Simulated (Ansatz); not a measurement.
# Ge: geometry relaxation (part 2 of 2)

The same run, continued: Ge (Fd-3m, 8 atoms in the cell); DFT PBE, scalar-relativistic, plane waves, PAW, no spin polarisation (Ansatz 0.2.0); cutoff 420 eV, 6×6×6 k-mesh, Gaussian smearing of 0.1 eV. The structure was made by a generator, so it may or may not be a known phase.

**Output, continued**
```
  k-point 1: bands = ["-25.1325", "-25.0047", "-24.9909", "-24.9909", "-24.9576", "-24.9576", "-24.9544", "-24.9508", "-24.9508", "-24.8802", "-24.8802", "-24.8558", "-24.8474", "-24.8474", "-24.8428", "-24.8406", "-24.8406", "-24.8303", "-24.8303", "-24.8292", "-24.8218", "-24.8194", "-24.8083", "-24.8083", "-24.7990", "-24.7982", "-24.7982", "-24.7951", "-24.7951", "-24.7828", "-24.7828", "-24.7708", "-24.7645", "-24.7645", "-24.6995", "-24.6995", "-24.6951", "-24.6890", "-24.6835", "-24.6835", "-11.8054", "-11.0223", "-8.9685", "-8.9685", "-8.8357", "-6.1583", "-5.7371", "-5.7371", "-4.6050", "-2.0863", "-1.9755", "-1.9755", "-1.4164", "-1.4164", "-0.5943", "-0.5943", "-0.3702", "0.4596", "0.4596", "1.3789", "1.7037", "1.7037", "2.0153", "3.0104", "4.0373", "4.0453", "4.0453", "4.6330"]
  k-point 2: bands = ["-25.1199", "-25.0325", "-24.9945", "-24.9945", "-24.9572", "-24.9572", "-24.9503", "-24.9360", "-24.9360", "-24.8952", "-24.8952", "-24.8564", "-24.8551", "-24.8551", "-24.8421", "-24.8402", "-24.8402", "-24.8330", "-24.8330", "-24.8292", "-24.8218", "-24.8015", "-24.8015", "-24.7990", "-24.7976", "-24.7961", "-24.7961", "-24.7924", "-24.7924", "-24.7857", "-24.7857", "-24.7708", "-24.7504", "-24.7504", "-24.7099", "-24.7099", "-24.6999", "-24.6952", "-24.6824", "-24.6824", "-11.7314", "-11.1773", "-8.9716", "-8.9716", "-8.5379", "-6.7061", "-5.7069", "-5.7069", "-3.9944", "-2.5949", "-2.1889", "-2.1889", "-1.3362", "-1.3362", "-0.3897", "-0.3897", "0.1610", "0.1610", "0.1920", "1.3816", "1.5526", "2.3431", "2.3431", "3.3328", "3.7361", "3.7361", "3.9976", "4.2761"]
  k-point 15: bands = ["-25.0809", "-25.0809", "-25.0040", "-25.0040", "-24.9487", "-24.9487", "-24.9340", "-24.9340", "-24.9074", "-24.9074", "-24.9013", "-24.9013", "-24.8627", "-24.8627", "-24.8400", "-24.8400", "-24.8369", "-24.8369", "-24.8332", "-24.8332", "-24.8050", "-24.8050", "-24.7957", "-24.7957", "-24.7942", "-24.7942", "-24.7925", "-24.7925", "-24.7894", "-24.7894", "-24.7544", "-24.7544", "-24.7380", "-24.7380", "-24.7281", "-24.7281", "-24.7099", "-24.7099", "-24.6806", "-24.6806", "-11.4949", "-11.4949", "-8.9796", "-8.9796", "-7.7169", "-7.7169", "-5.6295", "-5.6295", "-3.1127", "-3.1127", "-2.5699", "-2.5699", "-0.8931", "-0.8931", "-0.8760", "-0.8760", "0.3296", "0.3296", "0.9258", "0.9258", "2.3397", "2.3397", "2.6604", "2.6604", "3.8769", "3.8769", "4.3228", "4.3228"]
--- Relaxed structure (1 steps of the walk, 1 accepted, 1 SCFs on fresh bases) ---
  F+E_penalty+E_count = -34352.25535367 eV   max|allowed force component| = 2.162e-3 eV/Å   (the final SCF, on the basis selected at the relaxed cell)
  cell:  # Å, volume = 537.1395 Å³
    - [0.0, 6.4518713387, 6.4518713387]
    - [6.4518713387, 0.0, 6.4518713387]
    - [6.4518713387, 6.4518713387, 0.0]
  atoms:
    - { symbol: Ge, position: [0.285230906075, 0.571589697975, 0.5715896979749999] }
    - { symbol: Ge, position: [0.678410302025, 0.678410302025, 0.678410302025] }
    - { symbol: Ge, position: [0.678410302025, 0.678410302025, 0.9647690939250001] }
    - { symbol: Ge, position: [0.678410302025, 0.9647690939250001, 0.678410302025] }
    - { symbol: Ge, position: [0.571589697975, 0.285230906075, 0.5715896979749999] }
    - { symbol: Ge, position: [0.571589697975, 0.571589697975, 0.571589697975] }
    - { symbol: Ge, position: [0.571589697975, 0.571589697975, 0.285230906075] }
    - { symbol: Ge, position: [0.9647690939250001, 0.678410302025, 0.678410302025] }
```

**Trajectory as extended XYZ (Å, eV, eV/Å), 2 frames, from step=1 to step=2**
```
8
Lattice="0.0000 6.4519 6.4519 6.4519 0.0000 6.4519 6.4519 6.4519 0.0000" Properties=species:S:1:pos:R:3:forces:R:3 step=1 energy=-34352.25535 pressure_GPa=0.03
Ge    7.3756    5.5281    5.5281   -0.0021   0.0021   0.0021
Ge    8.7540    8.7540    8.7540    0.0021   0.0021   0.0021
Ge   10.6016   10.6016    8.7540   -0.0021  -0.0021   0.0021
Ge   10.6016    8.7540   10.6016   -0.0021   0.0021  -0.0021
Ge    5.5281    7.3756    5.5281    0.0021  -0.0021   0.0021
Ge    7.3756    7.3756    7.3756   -0.0021  -0.0021  -0.0021
Ge    5.5281    5.5281    7.3756    0.0021   0.0021  -0.0021
Ge    8.7540   10.6016   10.6016    0.0021  -0.0021  -0.0021
8
Lattice="0.0000 6.4519 6.4519 6.4519 0.0000 6.4519 6.4519 6.4519 0.0000" Properties=species:S:1:pos:R:3:forces:R:3 step=2 energy=-34352.25535 pressure_GPa=0.03
Ge    7.3756    5.5281    5.5281   -0.0022   0.0022   0.0022
Ge    8.7540    8.7540    8.7540    0.0022   0.0022   0.0022
Ge   10.6016   10.6016    8.7540   -0.0022  -0.0022   0.0022
Ge   10.6016    8.7540   10.6016   -0.0022   0.0022  -0.0022
Ge    5.5281    7.3756    5.5281    0.0022  -0.0022   0.0022
Ge    7.3756    7.3756    7.3756   -0.0022  -0.0022  -0.0022
Ge    5.5281    5.5281    7.3756    0.0022   0.0022  -0.0022
Ge    8.7540   10.6016   10.6016    0.0022  -0.0022  -0.0022
```

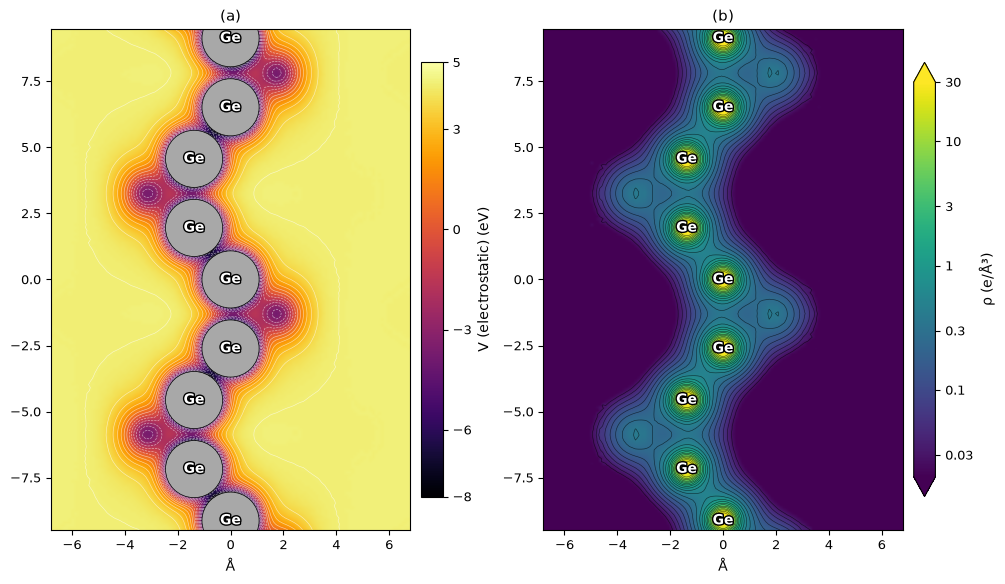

*(a) electrostatic potential energy of an electron; (b) valence charge density (pseudo) on the (110) plane of the conventional cell. Grey discs, where drawn, cover atomic cores.*

Atoms in the plane: Ge. Ge–Ge (2.39 Å): ρ is about 0.51 e/Å³ halfway. Ge–Ge (2.61 Å): the density is about 0.35 e/Å³ at the midpoint. The density dies away to nearly zero in the voids. Outside the cores the potential energy rises away from the atoms and is highest about 4.0 Å from the nearest atoms; outside the discs it spans about 12 eV, and its zero is arbitrary. The fields are those of the smooth PAW valence density.

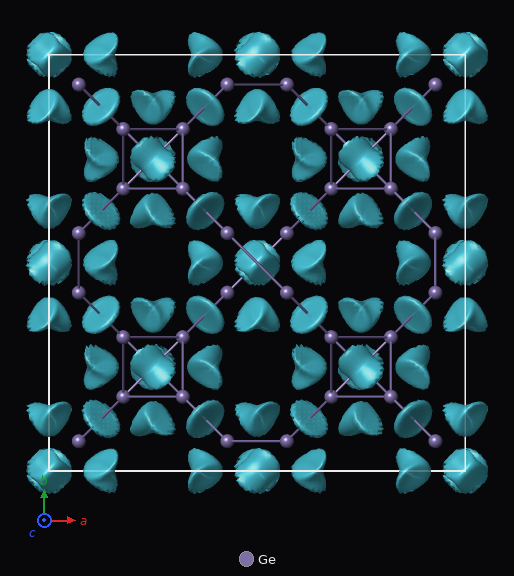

*Isosurface of the ELF at 0.6 (cyan), seen along the c axis. Core shells and regions of very low density are left out. Sticks mark near contacts. The outline is the cell set on symmetry axes.*

Values along the shortest contacts: Ge–Ge (2.39 Å): the ELF peaks at about 0.65 between the atoms. Ge–Ge (2.61 Å): the ELF is about 0.55 at the midpoint, as expected for metallic bonding.

The run was set up as follows.

**Input file**
```yaml
crystal:
  lattice:
    - [0.0, 6.4518713387, 6.4518713387]
    - [6.4518713387, 0.0, 6.4518713387]
    - [6.4518713387, 6.4518713387, 0.0]
  atoms:
    - { symbol: Ge, position: [0.2852309061, 0.571589698, 0.571589698] }
    - { symbol: Ge, position: [0.678410302, 0.678410302, 0.678410302] }
    - { symbol: Ge, position: [0.678410302, 0.678410302, 0.9647690939] }
    - { symbol: Ge, position: [0.678410302, 0.9647690939, 0.678410302] }
    - { symbol: Ge, position: [0.571589698, 0.2852309061, 0.571589698] }
    - { symbol: Ge, position: [0.571589698, 0.571589698, 0.571589698] }
    - { symbol: Ge, position: [0.571589698, 0.571589698, 0.2852309061] }
    - { symbol: Ge, position: [0.9647690939, 0.678410302, 0.678410302] }
basis:
  ecutwfc: 420
kpoints:
  mp_grid: { grid: [6, 6, 6] }
hamiltonian:
  xc: pbe
scf:
  occupations: { method: gaussian, width: 0.1 }
output:
  forces: true
  stress: true
  eigenvalues: true
  write_density: true
  write_potential: true
  elf: true
  volumetric_format: npy
relax:
  adjacent_minimum: "off"
  f_tol: 0.01
  max_steps: 80
  cell: { stress_tol: 0.05 }
```

Launched with:
```bash
ansatz run input.yaml --threads 1 --pin off --max-ram 2560MiB --backend cpu --events-out ev --progress --plain --runs-dir out
```

**Key numbers**

| quantity | value |
| --- | --- |
| outcome | converged |
| space group (tolerance 0.01 Å) | Fd-3m (227) |
| electrons treated | 112 |
| free energy | −34352.2554 eV |
| Fermi energy | −0.166 eV |
| gap on the k-point mesh | none (metallic) |
| pressure | 0.03 GPa |
| final volume | 537.14 Å³ |
| largest force (length of the vector) at the end | 0.004 eV/Å |
| final cell | a = 9.124 Å, b = 9.124 Å, c = 9.124 Å, α = 60.00°, β = 60.00°, γ = 60.00° |
| hardware | 1 thread of Arm Neoverse V2, 24 GiB of memory available, shared host |
| wall time | 68 s |
| peak memory | 0.9 GiB |

Warnings of the run: the exchange-correlation potential is rough where the density is thin.
